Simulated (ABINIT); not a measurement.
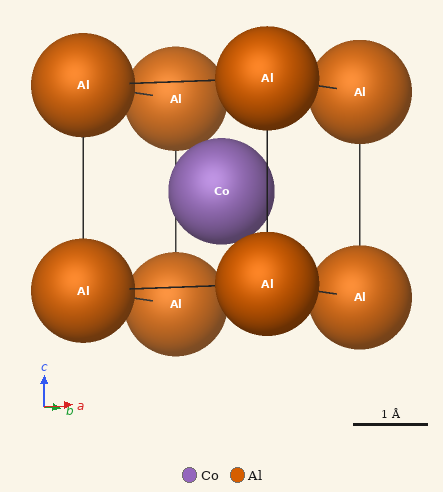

The structure as given in the input (spheres-only view of the cell of the calculation, seen at an oblique angle). An atom can appear more than once, as a periodic image.

# Geometry relaxation of AlCo (part 1 of 2)

- system: AlCo (Pm-3m, 2 atoms in the cell)
- method: Kohn-Sham DFT of a periodic cell, PBEsol, PseudoDojo NC SR PBEsol v0.4 stringent, spin-polarised (ABINIT 10.8.3)

The structure derives from a Materials Project entry.

The input:
```
pp_dirpath "./"
pseudos "Co.upf, Al.upf"

acell 2.81940321 2.81940321 2.81940321 Angstrom
rprim
     1.0000000000     0.0000000000     0.0000000000
     0.0000000000     1.0000000000     0.0000000000
     0.0000000000     0.0000000000     1.0000000000
ntypat 2
znucl 27 13
natom 2
typat 1 2
chkprim 0
chksymtnons 0
tolsym 1.0e-6
xred
            1/2            1/2            1/2
            0.0            0.0            0.0

ecut 52.0
ecutsm 0.5

kptopt 1
ngkpt 7 7 7
nshiftk 1
shiftk 0.0 0.0 0.0

ixc -116133

nband 15
occopt 3
tsmear 0.05 eV

nsppol 2
spinat
     0.0000000000     0.0000000000     2.0000000000
     0.0000000000     0.0000000000     0.0000000000

nstep 80
tolvrs 1.0e-12

iomode 3
prteig 0
prtebands 0
prtwf 0
prtden 0

ionmov 2
optcell 2
ntime 50
tolmxf 2.0e-5
dilatmx 1.08
```

Run on 4 threads of Intel Xeon @ 2.90GHz (Ice Lake), 192 GiB of memory available, shared host.

Launch command:
```bash
mpirun --bind-to none -np 4 abinit run.abi > log 2>&1
```

What the program printed:
```
.Version 10.8.3 of ABINIT
 Symmetries : space group Pm -3 m (#221); Bravais cP (primitive cubic)
================================================================================
 Values of the parameters that define the memory need of the present run
     intxc =       0    ionmov =       2      iscf =       7    lmnmax =       6
     lnmax =       6     mgfft =      40  mpssoang =       3    mqgrid =    3001
     natom =       2  nloc_mem =       1    nspden =       2   nspinor =       1
    nsppol =       2      nsym =      48    n1xccc =    2501    ntypat =       2
    occopt =       3   xclevel =       2
       mpw =        3430          nfft =       64000          nkpt =          20
================================================================================
================================================================================

--------------------------------------------------------------------------------
------------- Echo of variables that govern the present computation ------------
--------------------------------------------------------------------------------
 -outvars: echo values of preprocessed input variables --------
            acell      5.3278999054E+00  5.3278999054E+00  5.3278999054E+00 Bohr
              amu      5.89332000E+01  2.69815390E+01
          chkprim           0
      chksymtnons           0
          dilatmx      1.08000000E+00
             ecut      5.20000000E+01 Hartree
           ecutsm      5.00000000E-01 Hartree
           ionmov           2
              ixc     -116133
         kptrlatt        7    0    0      0    7    0      0    0    7
          kptrlen      3.72952993E+01
            natom           2
            nband          15
            ngfft          40      40      40
             nkpt          20
           nspden           2
           nsppol           2
            nstep          80
             nsym          48
            ntime          50
           ntypat           2
           occopt           3
          optcell           2
           prtden           0
        prtebands           0
           prteig           0
            prtwf           0
          spgroup         221
           spinat      0.0000000000E+00  0.0000000000E+00  2.0000000000E+00
                       0.0000000000E+00  0.0000000000E+00  0.0000000000E+00
           tolmxf      2.00000000E-05
           tolsym      1.00000000E-06
           tolvrs      1.00000000E-12
           tsmear      1.83746611E-03 Hartree
            typat      1  2
           xangst      1.4097016050E+00  1.4097016050E+00  1.4097016050E+00
                       0.0000000000E+00  0.0000000000E+00  0.0000000000E+00
            xcart      2.6639499527E+00  2.6639499527E+00  2.6639499527E+00
                       0.0000000000E+00  0.0000000000E+00  0.0000000000E+00
             xred      5.0000000000E-01  5.0000000000E-01  5.0000000000E-01
                       0.0000000000E+00  0.0000000000E+00  0.0000000000E+00
            znucl       27.00000   13.00000

================================================================================

 chkinp: Checking input parameters for consistency.

================================================================================
== DATASET  1 ==================================================================

--- !DatasetInfo
iteration_state: {dtset: 1, }
dimensions: {natom: 2, nkpt: 20, mband: 15, nsppol: 2, nspinor: 1, nspden: 2, mpw: 3430, }
cutoff_energies: {ecut:  52.0, pawecutdg:  -1.0, }
electrons: {nelect:   2.00000000E+01, charge:   0.00000000E+00, occopt:   3.00000000E+00, tsmear:   1.83746611E-03, }
meta: {optdriver: 0, ionmov: 2, optcell: 2, iscf: 7, paral_kgb: 0, }
...

 Real(R)+Recip(G) space primitive vectors, cartesian coordinates (Bohr,Bohr^-1):
 R(1)=  5.3278999  0.0000000  0.0000000  G(1)=  0.1876912  0.0000000  0.0000000
 R(2)=  0.0000000  5.3278999  0.0000000  G(2)=  0.0000000  0.1876912  0.0000000
 R(3)=  0.0000000  0.0000000  5.3278999  G(3)=  0.0000000  0.0000000  0.1876912
 Unit cell volume ucvol=  1.5124052E+02 bohr^3
 Angles (23,13,12)=  9.00000000E+01  9.00000000E+01  9.00000000E+01 degrees

 getcut: wavevector=  0.0000  0.0000  0.0000  ngfft=  40  40  40
         ecut(hartree)=     60.653   => boxcut(ratio)=   2.14148

--- Pseudopotential description ------------------------------------------------
- pspini: atom type   1  psp file is ./Co.upf
  27.00000  17.00000  180301                  znucl, zion, pspdat
12 -116133 2 -1 1388                          pspcod,pspxc,lmax,lloc,mmax
     nproj     2     2     2

- pspini: atom type   2  psp file is ./Al.upf
  13.00000   3.00000  180301                  znucl, zion, pspdat
12 -116133 2 -1 1876                          pspcod,pspxc,lmax,lloc,mmax
     nproj     2     2     2

   3.81023865E+02                                ecore*ucvol(ha*bohr**3)
--------------------------------------------------------------------------------

================================================================================

=== [ionmov= 2] Broyden-Fletcher-Goldfarb-Shanno method (forces)
================================================================================

--- Iteration: ( 1/50) Internal Cycle: (1/1)
--------------------------------------------------------------------------------

---SELF-CONSISTENT-FIELD CONVERGENCE--------------------------------------------

--- !BeginCycle
iteration_state: {dtset: 1, itime: 1, icycle: 1, }
solver: {iscf: 7, nstep: 80, nline: 4, wfoptalg: 0, }
tolerances: {tolvrs: 1.00E-12, }
...

     iter   Etot(hartree)      deltaE(h)  residm     vres2   difmagsph maxmagsph
 ETOT  1  -155.59155924807    -1.556E+02 5.569E-01 7.602E+02 6.268E-01 6.268E-01
 ETOT  2  -154.42153076621     1.170E+00 2.302E-01 1.984E+04 5.188E-01 1.080E-01
 ETOT  3  -155.97004158260    -1.549E+00 1.550E-02 2.458E+03 1.698E-01 2.777E-01
 ETOT  4  -155.99633511081    -2.629E-02 5.855E-03 2.153E+03 2.152E-04 2.779E-01
 ETOT  5  -156.17030134876    -1.740E-01 3.995E-03 1.051E+02 1.526E-01 1.253E-01
 ETOT  6  -156.17381368965    -3.512E-03 1.400E-03 4.522E+01 1.051E-02 1.148E-01
 ETOT  7  -156.17591054429    -2.097E-03 3.499E-04 1.698E+01 2.596E-02 8.886E-02
 ETOT  8  -156.17687358451    -9.630E-04 3.382E-04 5.279E+00 3.890E-02 4.996E-02
 ETOT  9  -156.17737363790    -5.001E-04 7.365E-05 4.603E-02 3.684E-02 1.312E-02
 ETOT 10  -156.17738095523    -7.317E-06 1.221E-04 7.829E-03 5.740E-03 7.376E-03
 ETOT 11  -156.17738201895    -1.064E-06 2.798E-05 2.852E-04 6.961E-03 4.148E-04
 ETOT 12  -156.17738205239    -3.344E-08 6.063E-05 5.038E-05 5.685E-04 1.538E-04
 ETOT 13  -156.17738205855    -6.159E-09 1.402E-05 1.198E-07 1.050E-04 4.877E-05
 ETOT 14  -156.17738205860    -4.678E-11 2.965E-05 4.208E-09 3.275E-05 1.602E-05
 ETOT 15  -156.17738205860    -1.421E-13 7.057E-06 2.454E-10 1.611E-05 9.216E-08
 ETOT 16  -156.17738205860     8.527E-14 1.467E-05 1.162E-11 4.260E-08 4.955E-08
 ETOT 17  -156.17738205860     3.126E-13 3.635E-06 5.635E-14 7.139E-08 2.184E-08

 At SCF step   17       vres2   =  5.64E-14 < tolvrs=  1.00E-12 =>converged.

 Cartesian components of stress tensor (hartree/bohr^3)
  sigma(1 1)= -2.17938052E-05  sigma(3 2)=  0.00000000E+00
  sigma(2 2)= -2.17938052E-05  sigma(3 1)=  0.00000000E+00
  sigma(3 3)= -2.17938052E-05  sigma(2 1)=  0.00000000E+00

--- !ResultsGS
iteration_state: {dtset: 1, itime: 1, icycle: 1, }
comment   : Summary of ground state results
lattice_vectors:
- [  5.3278999,   0.0000000,   0.0000000, ]
- [  0.0000000,   5.3278999,   0.0000000, ]
- [  0.0000000,   0.0000000,   5.3278999, ]
lattice_lengths: [   5.32790,    5.32790,    5.32790, ]
lattice_angles: [ 90.000,  90.000,  90.000, ] # degrees, (23, 13, 12)
lattice_volume:   1.5124052E+02
convergence: {deltae:  3.126E-13, res2:  5.635E-14, residm:  3.635E-06, diffor: null, }
etotal    :  -1.56177382E+02
entropy   :   0.00000000E+00
fermie    :   4.25014387E-01
cartesian_stress_tensor: # hartree/bohr^3
- [ -2.17938052E-05,   0.00000000E+00,   0.00000000E+00, ]
- [  0.00000000E+00,  -2.17938052E-05,   0.00000000E+00, ]
- [  0.00000000E+00,   0.00000000E+00,  -2.17938052E-05, ]
pressure_GPa:   6.4120E-01
xred      :
- [  5.0000E-01,   5.0000E-01,   5.0000E-01, Co]
- [  0.0000E+00,   0.0000E+00,   0.0000E+00, Al]
cartesian_forces: # hartree/bohr
- [ -0.00000000E+00,  -0.00000000E+00,  -0.00000000E+00, ]
- [ -0.00000000E+00,  -0.00000000E+00,  -0.00000000E+00, ]
force_length_stats: {min:   0.00000000E+00, max:   0.00000000E+00, mean:   0.00000000E+00, }
...

 Integrated electronic and magnetization densities in atomic spheres:
 ------------------------------------------------------------------------------------------------------------
 Radius=ratsph(iatom), smearing ratsm=  0.0000. Diff(up-dn)=approximate z local magnetic moment.
    Atom    Radius    up_density   dn_density  Total(up+dn)  Diff(up-dn)
    1 Co   2.00000     7.694133     7.694133     15.388266    -0.000000
    2 Al   2.00000     0.515677     0.515677      1.031354     0.000000
 ------------------------------------------------------------------------------------------------------------
  Sum:                 8.209810     8.209810     16.419619    -0.000000
 Total magnetization (from the atomic spheres):               -0.000000
 Total magnetization (exact up - dn):                         -0.000000

---OUTPUT-----------------------------------------------------------------------

 Cartesian coordinates (xcart) [bohr]
  2.66394995270263E+00  2.66394995270263E+00  2.66394995270263E+00
  0.00000000000000E+00  0.00000000000000E+00  0.00000000000000E+00
 Reduced coordinates (xred)
  5.00000000000000E-01  5.00000000000000E-01  5.00000000000000E-01
  0.00000000000000E+00  0.00000000000000E+00  0.00000000000000E+00
 Cartesian forces (fcart) [Ha/bohr]; max,rms= 0.00000E+00 0.00000E+00 (free atoms)
 -0.00000000000000E+00 -0.00000000000000E+00 -0.00000000000000E+00
 -0.00000000000000E+00 -0.00000000000000E+00 -0.00000000000000E+00
 Gradient of E wrt nuclear positions in reduced coordinates (gred)
  0.00000000000000E+00  0.00000000000000E+00  0.00000000000000E+00
  0.00000000000000E+00  0.00000000000000E+00  0.00000000000000E+00
 Scale of Primitive Cell (acell) [bohr]
  5.32789990540526E+00  5.32789990540526E+00  5.32789990540526E+00
 Real space primitive translations (rprimd) [bohr]
  5.32789990540526E+00  0.00000000000000E+00  0.00000000000000E+00
  0.00000000000000E+00  5.32789990540526E+00  0.00000000000000E+00
  0.00000000000000E+00  0.00000000000000E+00  5.32789990540526E+00
 Unitary Cell Volume (ucvol) [Bohr^3]=  1.51240523380994E+02
 Angles (23,13,12)= [degrees]
  9.00000000000000E+01  9.00000000000000E+01  9.00000000000000E+01
 Lengths [Bohr]
  5.32789990540526E+00  5.32789990540526E+00  5.32789990540526E+00
 Stress tensor in cartesian coordinates (strten) [Ha/bohr^3]
 -2.17938052363836E-05  0.00000000000000E+00  0.00000000000000E+00
  0.00000000000000E+00 -2.17938052363940E-05  0.00000000000000E+00
  0.00000000000000E+00  0.00000000000000E+00 -2.17938052363940E-05
 Total energy (etotal) [Ha]= -1.56177382058599E+02

--- Iteration: ( 2/50) Internal Cycle: (1/1)
--------------------------------------------------------------------------------

---SELF-CONSISTENT-FIELD CONVERGENCE--------------------------------------------

--- !BeginCycle
iteration_state: {dtset: 1, itime: 2, icycle: 1, }
solver: {iscf: 7, nstep: 80, nline: 4, wfoptalg: 0, }
tolerances: {tolvrs: 1.00E-12, }
...

     iter   Etot(hartree)      deltaE(h)  residm     vres2   difmagsph maxmagsph
 ETOT  1  -156.17380747595    -1.562E+02 4.435E-06 4.249E+01 2.638E-08 2.638E-08
 ETOT  2  -156.12435307690     4.945E-02 2.593E-05 5.739E+02 5.190E-08 7.829E-08
 ETOT  3  -156.17731755006    -5.296E-02 3.331E-04 6.807E-01 1.042E-07 1.640E-07
 ETOT  4  -156.17738595490    -6.840E-05 2.497E-06 6.685E-03 1.976E-07 1.507E-07
 ETOT  5  -156.17738658396    -6.291E-07 1.381E-06 5.184E-05 1.145E-07 3.618E-08
 ETOT  6  -156.17738659020    -6.246E-09 1.592E-07 9.713E-07 2.579E-08 1.040E-08
 ETOT  7  -156.17738659028    -8.262E-11 2.077E-07 4.588E-09 0.000E+00 0.000E+00
 ETOT  8  -156.17738659028     3.070E-12 5.059E-08 1.682E-11 0.000E+00 0.000E+00
 ETOT  9  -156.17738659028    -3.382E-12 9.690E-08 1.278E-12 0.000E+00 0.000E+00
 ETOT 10  -156.17738659028     7.532E-12 2.215E-08 2.111E-15 0.000E+00 0.000E+00

 At SCF step   10       vres2   =  2.11E-15 < tolvrs=  1.00E-12 =>converged.

 Cartesian components of stress tensor (hartree/bohr^3)
  sigma(1 1)= -8.84600757E-06  sigma(3 2)=  0.00000000E+00
  sigma(2 2)= -8.84600757E-06  sigma(3 1)=  0.00000000E+00
  sigma(3 3)= -8.84600757E-06  sigma(2 1)=  0.00000000E+00
```
